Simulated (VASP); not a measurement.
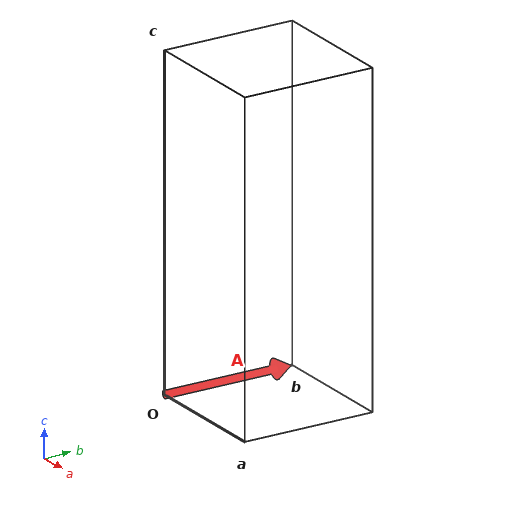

The arrow starts at a corner of the unit cell and ends on its surface; where a tip isn't a corner, dashed lines run from it parallel to the axes. Crystal: Si2Mo, an entry of the Crystallography Open Database, as set up for an electronic-structure calculation. Symmetry computed with spglib at a tolerance of 0.002 Å; standard conventional cell.

a = 3.200 Å, b = 3.200 Å, c = 7.861 Å, α = 90.00°, β = 90.00°, γ = 90.00°.

Index the direction.

Answer. Arrow A runs from (0, 0, 0) to (0, 1, 0), so [0 1 0].

How long is the vector ua + vb + wc?

Answer. 3.200 Å.
